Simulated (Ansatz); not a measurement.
SnSe

```
Sn Se
1.0
     5.07478    0.00000    0.00000
    -2.53739    4.39489    0.00000
     0.00000    0.00000    5.92673
Sn Se
2 2
Direct
  0.33333 0.66667 0.94958
  0.66667 0.33333 0.44958
  0.33333 0.66667 0.42542
  0.66667 0.33333 0.92542
```

Space group P6₃mc; started from the wurtzite prototype, which need not be the ambient phase; changed on purpose from its base cell (uniaxial z strain -4.0%).

These are results of DFT, r2SCAN, plane waves, PAW in Ansatz, not measurements.

Core electrons are frozen (PAW), and the valence fields are smoothed inside the atomic spheres.

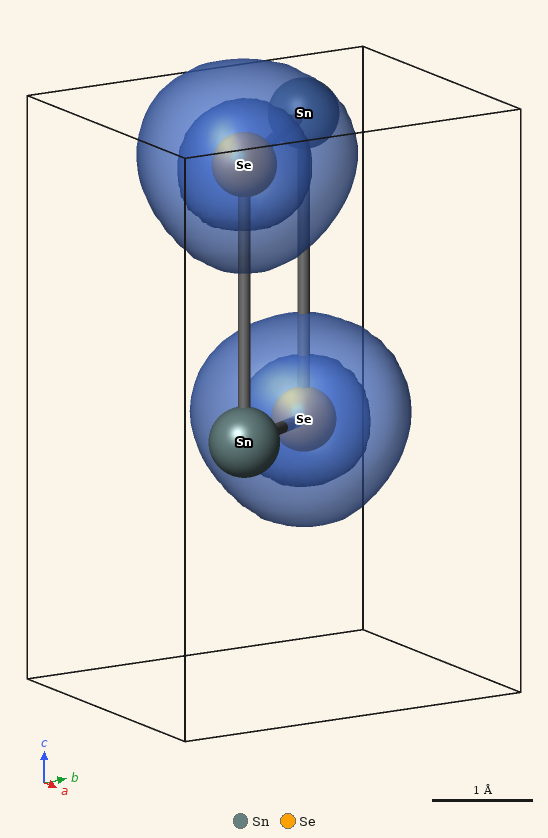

Figure 1. Isosurface of the electron localisation function at 0.75 (blue), seen slightly off an axis. Only the valence region is drawn (cores and ρ < 0.01 e/Å³ removed). Sticks mark near contacts.

### Identify the bonds, lone pairs and shells in this picture.

The surface consists of two regions wrapped around Se (the valence shell of each), counted in one cell of 4 atoms. Any copies at cell faces, edges or corners count once.


Sn–Se (2.82 Å): the ELF is about 0.50 at the midpoint. Sn–Se (2.93 Å): the ELF is about 0.45 at the midpoint and 0.30 at its lowest between the atoms.

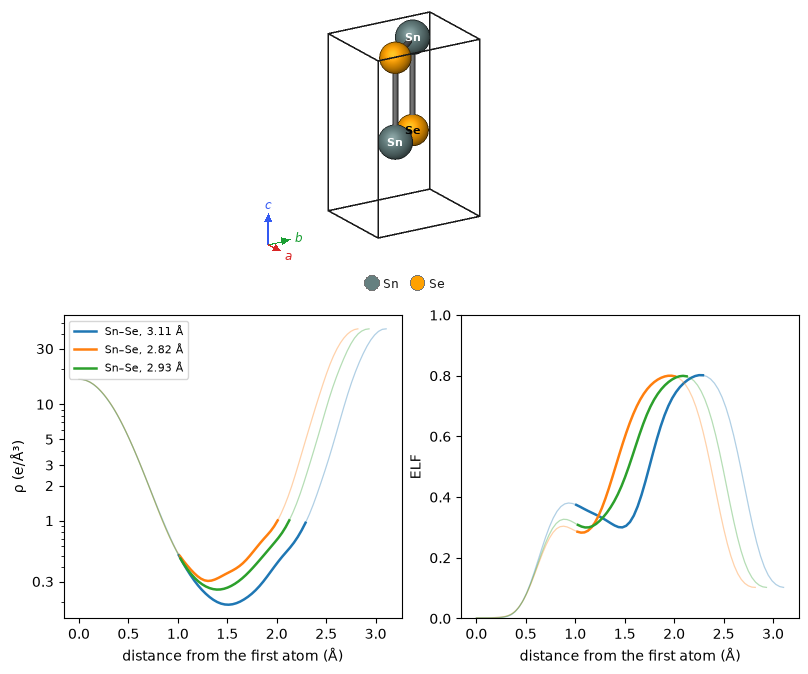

Figure 2. Valence charge density (pseudo) and ELF along straight lines between neighbouring atoms. Thin, pale parts lie inside the atomic spheres. The structure is drawn too.

### Compare the contacts.

Sn–Se (3.11 Å): ρ at the midpoint is about 0.19 e/Å³; the ELF is about 0.30 at the midpoint.
Sn–Se (2.82 Å): ρ at the midpoint is about 0.32 e/Å³; the ELF is about 0.50 at the midpoint.
Sn–Se (2.93 Å): ρ is about 0.26 e/Å³ halfway; the ELF is about 0.45 at the midpoint and 0.30 at its lowest between the atoms.

### Does the calculation make it a metal, or give it a gap?

It is gapped, with a Kohn–Sham gap of 0.64 eV on the k-point mesh, an upper bound to the gap of this method.
